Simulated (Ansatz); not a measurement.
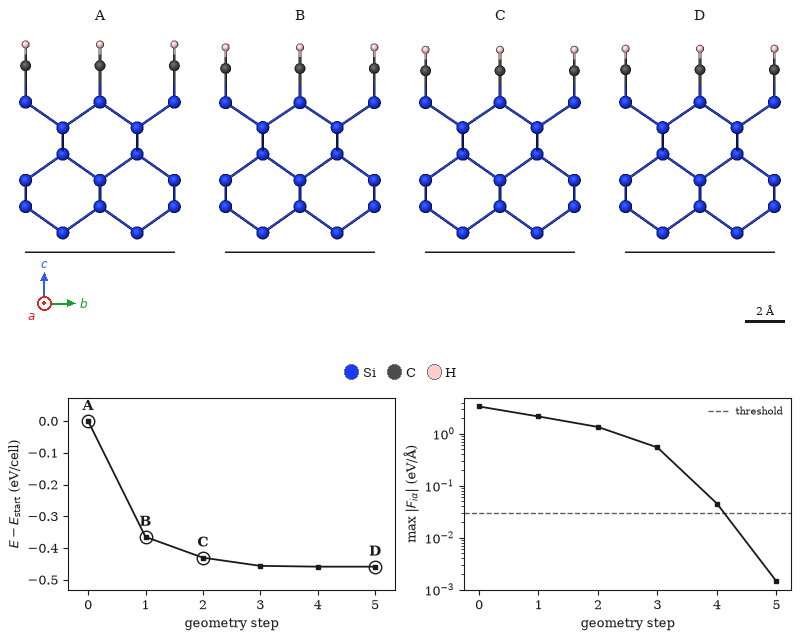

Frames of a constrained relaxation of a slab of composition Si6HC (cut from the Fd-3m phase), marked on the history of the run. A ball-and-stick model of the 2 × 2 repeat of the cell, outlined in the plane, without the vacuum, seen along the a axis.

Case: CH put at a top Si site. The slab is the (1 0 0) face of Si with CH on it. 3 atoms are held fixed.

These are results of DFT PBEsol, scalar-relativistic, plane waves, PAW in Ansatz 0.2.0, not measurements. Settings: plane-wave cutoff 420 eV; k-point mesh 8 × 8 × 1; occupations gaussian; smearing width 0.05 eV; collinear spin; dipole correction; atoms relaxed in a fixed cell; force threshold 0.03 eV/Å; at most 70 steps.

**Describe the path.**

After 5 geometry steps the energy has fallen by 0.459 eV per cell of the calculation. Largest force component: 3.4 eV/Å at the start, 0.0015 eV/Å at the end. The H atom moves most: 0.22 Å along the normal (−c). By element the largest moves are H 0.22 Å, C 0.21 Å, Si 0.01 Å. The cell stays as it was. Among the contacts that change: C–Si 1.880 → 1.682 Å, C–H 1.100 → 1.084 Å, Si–Si 2.337 → 2.325 Å. From step 0 to 1: the H atom moves most (0.15 Å), energy −0.365 eV per cell of the calculation. From step 1 to 2: the H atom moves most (0.13 Å), energy −65.4 meV per cell of the calculation. From step 2 to 5: C and H atoms move most (0.05 Å), energy −28.4 meV per cell of the calculation.

Limits of the set-up: the periodic images lie only 3.8 Å apart, so the values are limited by the cell's size.
